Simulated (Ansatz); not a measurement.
# Does disorder add resistance in series? Ag(111) layers with 12.5 % Ta

Two lengths of the disordered region are known. What area resistance does the third give?

**Method.** Ansatz 0.2.0, plane waves with PAW datasets at their recommended cutoffs (420 eV for most), Fermi-Dirac smearing; ballistic transmission by layer matching. The area resistance is RA = A (h/2e²)(1/T − 1/N), with T the zone-mean transmission per spin and N the lead's channels, both averaged over a few energies near the Fermi level; for magnets each spin is taken apart, with h/e², and the two conduct in parallel. Lateral cell 2x2, PBE, a fresh random draw for each length.

The runs, with one result withheld:

```
length (Å)  channels N  RA (fΩ m²)
      9.44       3.266        1.21
      18.9       3.266        3.78
      28.3       3.266           ?
```

**Estimate by hand.**

Ohm's law makes RA linear in the length: the slope is (3.78 − 1.21)/(18.9 − 9.44) = 0.272 fΩ m² per Å, or 272 µΩ cm. Then 3.78 + 0.272 × 9.44. Predicted: 6.35 fΩ m².

What the run gave:

4.78 fΩ m², so the prediction is 33 % too high. The three lengths together give 189 µΩ cm. Single draws scatter; these runs don't part the causes of the miss, and leave the question open.

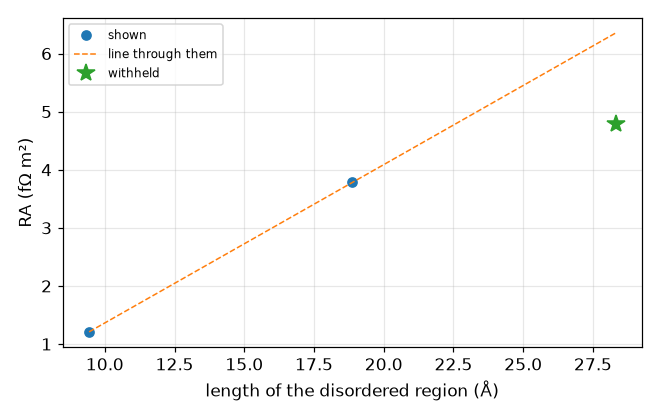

Area resistance against length.

**Limits.** The scatterers repeat sideways with the small cell. The slope is a raw one; a model of isotropic scattering puts it 1.00 times the bulk value over these lengths. Atoms sit unrelaxed on the host's lattice, and the pair may not mix at random in practice. Spin-orbit coupling is left out, which matters for Ta.

[Logs are printed without paths, hosts, clocks, repeated set-up lines and the standing remarks that a program may print on its own settings, such as how far it seeks lower states.]
